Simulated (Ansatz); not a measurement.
## W: band-structure calculation

The run: band-structure calculation of W (1 atom in the cell). Method and program: DFT HSE06, scalar-relativistic, plane waves, PAW, no spin polarisation (Ansatz 0.2.0).

The structure derives from an entry of the Crystallography Open Database. Figures and captions count atoms from 1; the log counts them from 0 in places.

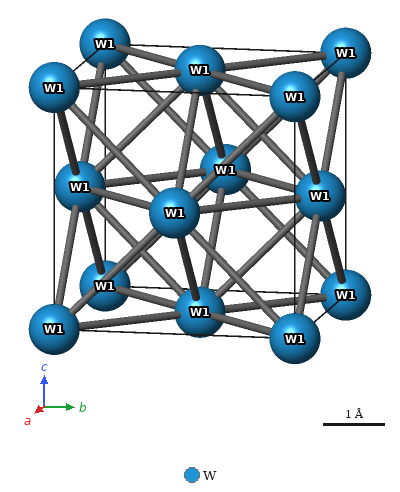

**Figure 1.** The structure (ball-and-stick view of the cell 4 times as large as that of the calculation, set on its symmetry axes, seen slightly off an axis; atoms are numbered from 1 in the order of the input). Near neighbours in the crystal (not all of them lie inside the picture): W has 12 W at 2.85 Å.

## Input
```yaml
crystal:
  lattice:
    - [0.0, 2.0185031152, 2.0185031152]
    - [2.0185031152, 0.0, 2.0185031152]
    - [2.0185031152, 2.0185031152, 0.0]
  atoms:
    - { symbol: W, position: [0.0, 0.0, 0.0] }
basis:
  ecutwfc: 420
kpoints:
  mp_grid: { grid: [10, 10, 10] }
  band_path:
    path:
      - [[0.0, 0.0, 0.0], [0.5, 0.0, 0.5], [0.625, 0.25, 0.625]]
      - [[0.375, 0.375, 0.75], [0.0, 0.0, 0.0], [0.5, 0.5, 0.5], [0.5, 0.25, 0.75], [0.5, 0.0, 0.5]]
    npoints: 4
hamiltonian:
  xc: hse06
scf:
  occupations: { method: gaussian, width: 0.1 }
output:
  forces: true
  stress: true
  eigenvalues: true
  populations: true
  dos: { projected: true, de: 0.02 }
  bader: false
  write_density: true
  write_potential: true
  elf: true
  volumetric_format: npy
```

Machine: 2 threads of Arm Neoverse V1, 24 GiB of memory available, shared host.

Run as:
```bash
ansatz run input.yaml --threads 2 --pin off --max-ram 5120MiB --backend cpu --events-out ev --progress --plain --runs-dir out
```

## Log
```
Warning: output.stress: scf.convergence.dr2_threshold = 1e-7 eV (the SCF's general default) is looser than the 1e-10 eV advised for a printed stress (1e-10 eV for each atom of the cell: 1). What an SCF threshold leaves in a stress goes as its square root, and in the free energy as the threshold itself, and one threshold admits the most on a small cell: of the crystals measured, under no hybrid functional and no lock of the moments, on runs that ended without the residual-converged pass, on stresses that held no estimate of that error, the worst erred by over 100 MPa in a component at 1e-7 eV an atom and by under 5 at 1e-10. Set scf.convergence.dr2_threshold to 1e-10 eV or tighter. The threshold is an SCF's pass mark: one that does not reach it within its budget of iterations ends unconverged, or closes short of it on a stop that the run arms, and scf.convergence.dr2_threshold's page says what that costs each kind of run
Warning: output.stress: scf.exx.energy_threshold = 1e-6 eV is looser than the 1e-8 eV advised for a stress under a hybrid functional (1e-8 eV for each atom of the cell: 1). Every SCF of the exchange loop can meet its threshold on dr2 while the loop round them stops early: no threshold on dr2 bounds what that leaves in the stress. Set scf.exx.energy_threshold to 1e-8 eV or tighter. The threshold is the loop's pass mark: a loop that does not reach it within its budget of cycles ends unconverged, and scf.exx.energy_threshold's page has the law
Engine: ansatz 0.2.0, aarch64-unknown-linux-gnu
Pseudopotentials: kind: paw
Pseudopotential: W, paw, valence charge 14, recommended cutoff 420 eV (normal), W.paw.azcp
Functional definition: HSE06
  parameter a = 0.25
  parameter omega = 0.11/bohr
  exchange = pbe_x - a*pbe_x_sr(omega) + a*exact_x_sr(omega)
  correlation = pbe_c
Crystal: 1 atoms, lattice volume = 16.448 Å³
Basis set: ecut = 420 eV, 331 PW (Γ), exchange–correlation on 40×40×40 points (8 copies of the dense FFT grid, shifted against one another)
Bands: 11, of which v1, the nominal top of the filled ones, is band 7 counted from 1 (6 counted from 0)
Symmetry: 48 space group operations
Space group: Fm-3m (ITA 225), of the structure as read, at distance tolerance 2.5e-5 Å
k-points: 47 of 1000
Non-local potential: W, projectors of the file, l = 0: 3, l = 1: 2, l = 2: 2, l = 3: 1
PAW form: soft (Blöchl's): semilocal exchange-correlation on the pseudo side does not see the compensation charge
PAW frozen core: W, regenerated for the run's functional, and the local potential with it (the file was generated under x = pbe(κ = 0.804, μ = 0.2195149727645171), c = pbe(β = 0.06672455060314922))
PAW one-centre angular grid: W, 590 points (default); XC on 64 Gauss nodes
Initial density: superposition of atomic densities (neutral atoms: chi_scale 0, normalization atom), corrected by the library's trained network
Initial wavefunctions: pseudopotential atomic-orbital guess
Functional: x = pbe(κ = 0.804, μ = 0.2195149727645171), c = pbe(β = 0.06672455060314922), warm-up for x = pbe(κ = 0.804, μ = 0.2195149727645171) + 0.25 (exact − pbe) at short range (hse, ω = 0.20786987370883472 Å⁻¹), c = pbe(β = 0.06672455060314922); HSE06 as pw.x's `hse` composes it (authors' and Libxc's form: `xc: wpbeh`)
SCF iter   1: F=—  HF=-10384.334521 eV  |F-HF|=—  |Δ(HF+E_count)|=         —  Δρ=4.57e-3  dr2=2.35e-3  ethr=1.77e-3  ⟨swp⟩=6.1  Hψ=1987  notcnv=0
preconditioner: auto → none  [insulator: Δε(μ)=0.103 eV  Ē_g=8.536 eV  σ=0.100 eV  W_gap=0.50  n_scr=0 (ndim 8)  ℏωp=22.4 eV  f_vac=0.000  D(μ)=0.99/eV (n_scr^D=14)]
iter 2 solved again at ethr=6.64e-7 eV; its pass at ethr=1.68e-5 eV (dr2=9.29e-5 eV) is discarded
SCF iter   2: F=—  HF=-10384.333529 eV  |F-HF|=—  |Δ(HF+E_count)|=   9.92e-4  Δρ=1.29e-3  dr2=9.12e-5  ethr=6.64e-7  ⟨swp⟩=2.0  Hψ=1976  notcnv=0
SCF iter   3: F=—  HF=-10384.333530 eV  |F-HF|=—  |Δ(HF+E_count)|=   4.11e-7  Δρ=4.30e-4  dr2=1.03e-5  ethr=6.51e-7  ⟨swp⟩=2.0  Hψ=854  notcnv=0
SCF iter   4: F=—  HF=-10384.333534 eV  |F-HF|=—  |Δ(HF+E_count)|=   4.03e-6  Δρ=2.68e-5  dr2=3.44e-8  ethr=7.38e-8  ⟨swp⟩=2.0  Hψ=1709  notcnv=0
SCF iter   5: F=-10384.333534 eV  HF=-10384.333534 eV  |F-HF|=2.82e-10  |Δ(HF+E_count)|=   4.01e-8  Δρ=2.79e-6  dr2=5.90e-10  ethr=2.46e-10  ⟨swp⟩=3.0  Hψ=1084  notcnv=0
SCF 1 converged in 5 iterations: F = -10384.333534 eV  dr2 = 5.90e-10
  greatest PAW one-centre occupation: 0.999 electrons in one spin orbital (limit 2), on the W atom at site 0 (counted from 0), in its partial waves of l = 0
Initial density: handed on by an earlier stage of this run
Initial wavefunctions: those handed on with the density
Functional: x = pbe(κ = 0.804, μ = 0.2195149727645171) + 0.25 (exact − pbe) at short range (hse, ω = 0.20786987370883472 Å⁻¹), c = pbe(β = 0.06672455060314922); HSE06 as pw.x's `hse` composes it (authors' and Libxc's form: `xc: wpbeh`)
Exchange kernel: α = 0.2500, screened, ω = 0.2079 Å⁻¹, Wigner–Seitz truncation, v(0) = 1046.9171 eV·Å³, q-mesh 10×10×10, nearest image of the exchange supercell L = 28.55 Å, pair-density grid 12×12×12, without the augmentation charges, whose exchange is taken in its separable form by FFT convolution over the k-point mesh (sized by the pseudopotential files, 16×16×16 at the most), smooth part of the exact exchange by density-matrix convolution
Frozen-core exchange: fock
iter 1 solved again at ethr=1.18e-4 eV; its pass at ethr=1.00e-1 eV (dr2=1.65e-2 eV) is discarded
SCF iter   1: F=—  HF=-10385.087799 eV  |F-HF|=—  |Δ(HF+E_count)|=         —  Δρ=9.73e-3  dr2=1.88e-2  ethr=1.18e-4  ⟨swp⟩=3.1  Hψ=2134  notcnv=0
preconditioner: auto → none  [metal: Δε(μ)=0.017 eV  Ē_g=9.655 eV  σ=0.100 eV  W_gap=0.10  n_scr=0 (ndim 8)  ℏωp=22.4 eV  f_vac=0.000  D(μ)=1.25/eV (n_scr^D=14)]
SCF iter   2: F=—  HF=-10385.079444 eV  |F-HF|=—  |Δ(HF+E_count)|=   8.35e-3  Δρ=2.30e-3  dr2=1.47e-3  ethr=1.18e-4  ⟨swp⟩=3.0  Hψ=1142  notcnv=0
SCF iter   3: F=—  HF=-10385.084753 eV  |F-HF|=—  |Δ(HF+E_count)|=   5.31e-3  Δρ=1.95e-3  dr2=4.61e-4  ethr=3.88e-6  ⟨swp⟩=3.0  Hψ=1110  notcnv=0
SCF iter   4: F=—  HF=-10385.084602 eV  |F-HF|=—  |Δ(HF+E_count)|=   1.51e-4  Δρ=6.12e-4  dr2=4.45e-5  ethr=2.91e-6  ⟨swp⟩=3.0  Hψ=974  notcnv=0
SCF iter   5: F=—  HF=-10385.084714 eV  |F-HF|=—  |Δ(HF+E_count)|=   1.12e-4  Δρ=2.23e-4  dr2=8.02e-6  ethr=1.53e-7  ⟨swp⟩=3.0  Hψ=1019  notcnv=0
SCF iter   6: F=-10385.084712 eV  HF=-10385.084712 eV  |F-HF|=1.44e-9  |Δ(HF+E_count)|=   2.23e-6  Δρ=1.16e-5  dr2=2.51e-6  ethr=3.93e-8  ⟨swp⟩=3.0  Hψ=1117  notcnv=0
SCF 2 stopped early in 6 iterations: F = -10385.084712 eV  dr2 = 2.51e-6
hybrid outer 1: dexx = +6.412e-3 eV, tail = 8.40e-6 eV
Exchange kernel: α = 0.2500, screened, ω = 0.2079 Å⁻¹, Wigner–Seitz truncation, v(0) = 1046.9171 eV·Å³, q-mesh 10×10×10, nearest image of the exchange supercell L = 28.55 Å, pair-density grid 12×12×12, without the augmentation charges, whose exchange is taken in its separable form by FFT convolution over the k-point mesh (sized by the pseudopotential files, 16×16×16 at the most), smooth part of the exact exchange by density-matrix convolution
Frozen-core exchange: fock
SCF iter   1: F=—  HF=-10385.084721 eV  |F-HF|=—  |Δ(HF+E_count)|=         —  Δρ=8.43e-5  dr2=1.28e-6  ethr=3.00e-7  ⟨swp⟩=3.3  Hψ=1183  notcnv=0
preconditioner: auto → none  [metal: Δε(μ)=0.008 eV  Ē_g=9.629 eV  σ=0.100 eV  W_gap=0.04  n_scr=0 (ndim 8)  ℏωp=22.4 eV  f_vac=0.000  D(μ)=1.24/eV (n_scr^D=14)]
SCF iter   2: F=—  HF=-10385.084720 eV  |F-HF|=—  |Δ(HF+E_count)|=   5.11e-7  Δρ=1.51e-5  dr2=4.75e-8  ethr=6.91e-9  ⟨swp⟩=3.0  Hψ=1153  notcnv=0
SCF iter   3: F=-10385.084720 eV  HF=-10385.084720 eV  |F-HF|=6.17e-9  |Δ(HF+E_count)|=   1.46e-7  Δρ=7.60e-6  dr2=1.04e-8  ethr=8.79e-11  ⟨swp⟩=3.1  Hψ=1308  notcnv=0  defer=1
SCF 3 converged in 3 iterations: F = -10385.084720 eV  dr2 = 1.04e-8
  Residual-converged pass: ⟨swp⟩=2.1  Hψ=856  notcnv=0  max |occ|·‖R‖ = 2.3e-6 eV (tolerance 2.4e-6 eV)  dr2=1.04e-8  dr2_onsite=3.25e-10  max |Δocc| = 9.9e-12
```

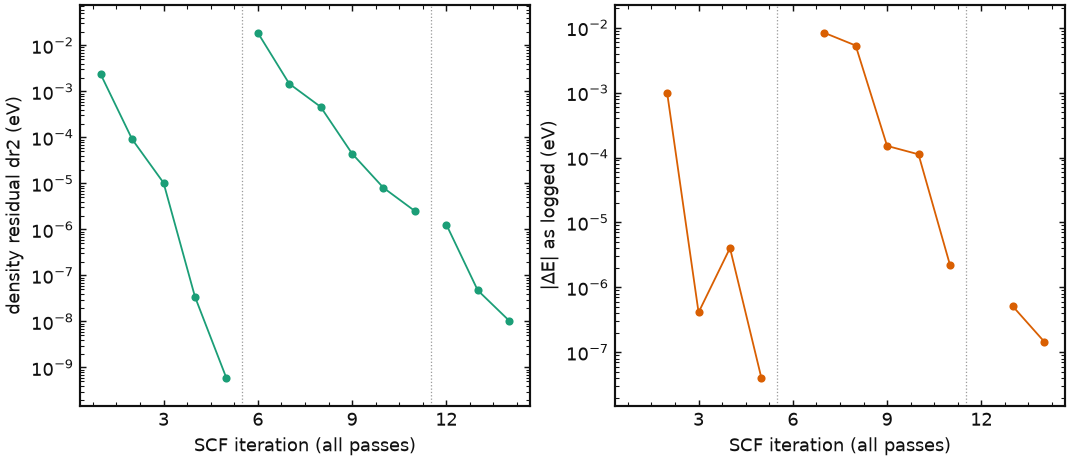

**Figure 2.** Convergence of the self-consistent field: density residual dr2 and size of the energy change against the SCF iteration. The run starts with a semilocal functional; after that each stretch between dotted lines is one SCF of the hybrid functional between two exact rebuilds of the exchange operator by the outer loop. Early passes are stopped at a loose threshold. The passes take 5, 6 and 3 iterations.

```
hybrid outer 2: dexx = +2.119e-7 eV, tail = 2.37e-8 eV, Δε = 1.87e-3 eV (about 1.10e-4 eV left of the loop's levels)
NSCF: frozen V_eff on 26 k-points
hybrid SCF converged: 2 outer / 9 inner (+5 warm-up), last move |dexx| = 2.12e-7 eV, tail = 2.37e-8 eV
Stability not checked: this state was not tested for a lower state beside it, because the functional holds exact exchange (a hybrid, or Hartree-Fock), whose exchange loop this test does not read (fock_operator; see scf.lower_state_search)
Free energy (F): -10385.084720 eV
Frozen-core exchange: fock
Harris-Foulkes:  -10385.084720 eV  (|F-HF|=6.17e-9)
Internal energy: -10385.078509 eV  (E = F + TS)
E sigma→0 (E₀):  -10385.081615 eV
Entropy (-TS):   -0.006211 eV (-6.211 meV/atom)
Fermi energy:    21.068076 eV
--- Per-component energies (eV) ---
  E_band       = -121.228468
  E_kinetic    = 447.389372
  E_local      = -619.144164  (includes V_loc(G=0)·N_el)
  E_nonlocal   = 1.231789
  E_hartree    = 219.525228
  E_xc         = -211.766341
  E_vxc        = -188.726935  (∫ρ·V_xc dr)
  E_exx        = -40.222089  (= α·E_x^exact, valence–valence)
  E_paw        = -8576.497110  (= ΣΔE_a)
  E_vpaw       = -120.586937  (= ΣTr[D̂ρ^β])
  E_aug_tail   = -0.000055  (compensation charges beyond the density's cutoff)
  E_ewald      = -1602.672302
  E_core_change = -2.922838  (= ΣΔE_core)
  E_smearing   = -0.006211  (= −TS)
  E_closure    = -0.000000  (closes the sum)
  Σ components = -10385.084720   (vs F -10385.084720, Δ=1.82e-12)
--- Forces (eV/Å), atoms counted from 1 ---
  atom   1  W     -0.00000000    -0.00000000     0.00000000
  max |Σ_I F_I| component: 6.57e-32 eV/Å
--- Stress (GPa, compression-positive) ---
       -5.155684       0.000000      -0.000000
        0.000000      -5.155684      -0.000000
        0.000000       0.000000      -5.155684
  P = ⅓ Tr σ = -5.1557 GPa (-51.557 kbar)
--- Band table (eV; the first three rows and the last of 47) ---
  k-point 0: bands = ["-56.5521", "-18.7115", "-18.7115", "-18.7115", "10.8676", "20.4808", "20.4808", "20.4808", "24.3395", "24.3395", "34.5560"]
  k-point 1: bands = ["-56.5400", "-18.8478", "-18.7280", "-18.7280", "11.3482", "20.0844", "20.7152", "20.7152", "24.1358", "24.1358", "35.4631"]
  k-point 2: bands = ["-56.5085", "-19.1946", "-18.7705", "-18.7705", "12.6030", "19.3600", "21.0748", "21.0748", "24.0244", "24.0244", "35.8160"]
  k-point 46: bands = ["-56.3830", "-19.6918", "-19.4492", "-19.1991", "16.5499", "17.5915", "19.7088", "23.2920", "27.5846", "31.7887", "32.3650"]
--- Löwdin populations: 1 site ---
  site symbol       q [e]
     0      W     13.8282
  spilling = 0.012270 (of n_electrons = 14.000000)
```

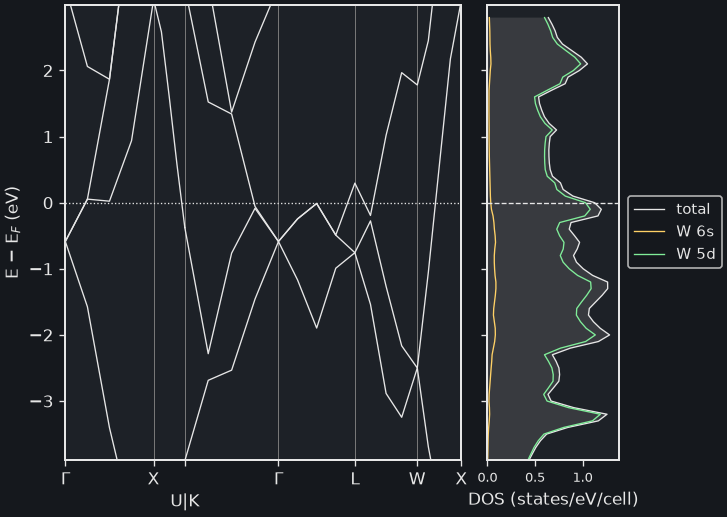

**Figure 3.** Band structure along Γ–X–U|K–Γ–L–W–X and density of states (projected on Löwdin-orthogonalised atomic shells), with energies from the Fermi level. Bands cross the Fermi level: a metal at this level of theory.

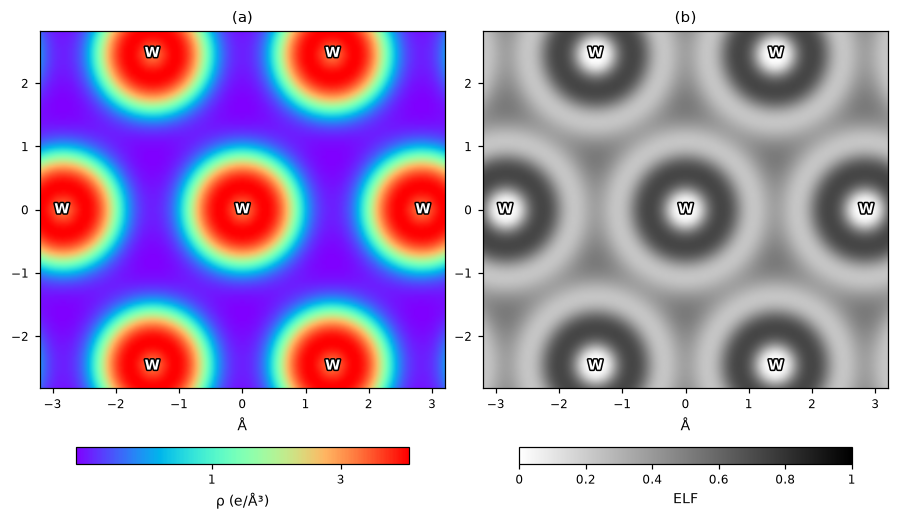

**Figure 4.** (a) valence charge density (pseudo); (b) electron localisation function on the (111) plane of the conventional cell. The section cuts through W sites. W–W (2.85 Å): ρ at the midpoint is about 0.35 e/Å³; the ELF is about 0.35 at the midpoint (nearly free electrons, as in a simple metal). Away from the nuclei the density in this plane falls to 0.31 e/Å³ at its lowest. The strong features right at W lie inside the PAW spheres (semicore, d or f shells) and say nothing about bonding. The fields are those of the smooth PAW valence density.

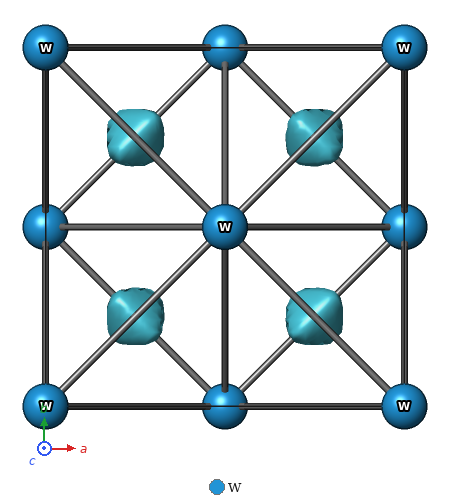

**Figure 5.** Isosurface of the ELF at 0.55 (cyan), seen along the c axis. Core shells and regions of very low density are left out. Sticks mark near contacts. The outline is the cell set on symmetry axes. Along the contacts the grid gives the following. W–W (2.85 Å): the ELF is about 0.35 at the midpoint, which marks nearly free electrons, as in a simple metal.

## Key numbers

```csv
quantity,value
outcome,converged
space group (tolerance 0.01 Å),Fm-3m (225)
electrons treated,14
free energy,−10385.0847 eV
Fermi energy,21.068 eV
gap on the k-point mesh,none (metallic)
pressure,−5.16 GPa
largest force (length of the vector),under 0.001 eV/Å
wall time,2.2 min (CPU time 4.4 min)
peak memory,1.4 GiB
```

## Remarks

Warnings of the run: the exchange loop's threshold is looser than advised for the stress; the SCF threshold is looser than advised for the printed stress. Spin–orbit coupling is left out, which matters for W. The cell is under a tension of 5.2 GPa at this level, so it is not at its equilibrium volume.
